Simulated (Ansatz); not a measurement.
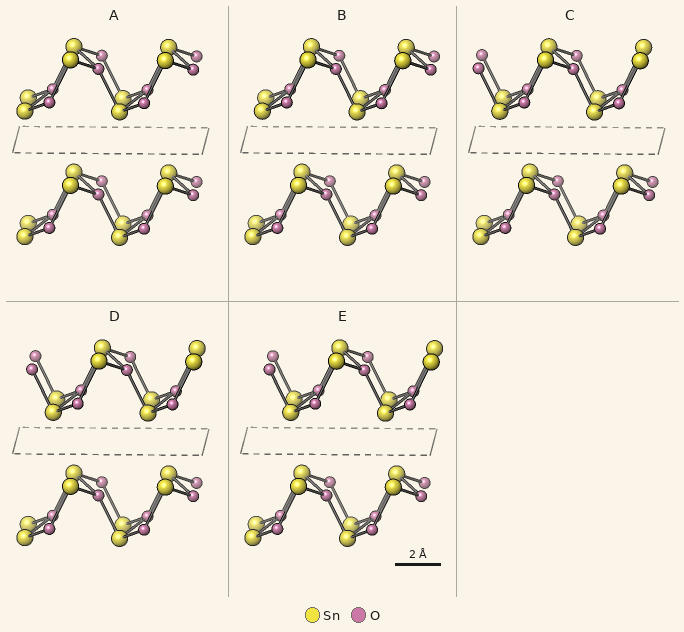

Frames of a one-coordinate scan of solid SnO (Pmn2_1). Style: ball-and-stick. Shown: the layers on both sides of the dashed plane, from the side, nearly along that plane.

Method: Ansatz, DFT LDA, scalar-relativistic, plane waves, PAW. Set-up: plane-wave cutoff 420 eV; k-point mesh 6 × 8 × 3; occupations gaussian; smearing width 0.05 eV; no spin polarisation. Energies (free energies at the smearing named) are counted from the cell as listed in its source, which wasn't relaxed.

### Which coordinate changes from frame to frame?

The crystal above a cut along the (0 1 0) plane of the conventional cell (between a plane of Sn below and one of Sn above, 3.04 Å apart) is slid rigidly by fractions of an in-plane lattice vector 4.22 Å long (a generalised stacking fault). In the frames the slip is 0.00 (A), 0.10 (B), 0.20 (C), 0.30 (D), 0.40 (E). One cut stands in each cell, which starts 11.3 Å high; nothing is relaxed, and the dashed outline marks the cut. Their energies are 0.0 mJ/m², 14.0 mJ/m², 57.5 mJ/m², 127.2 mJ/m², 199.7 mJ/m².

Limits of the set-up: layers or molecules are held without a dispersion correction, so their spacing is unreliable.
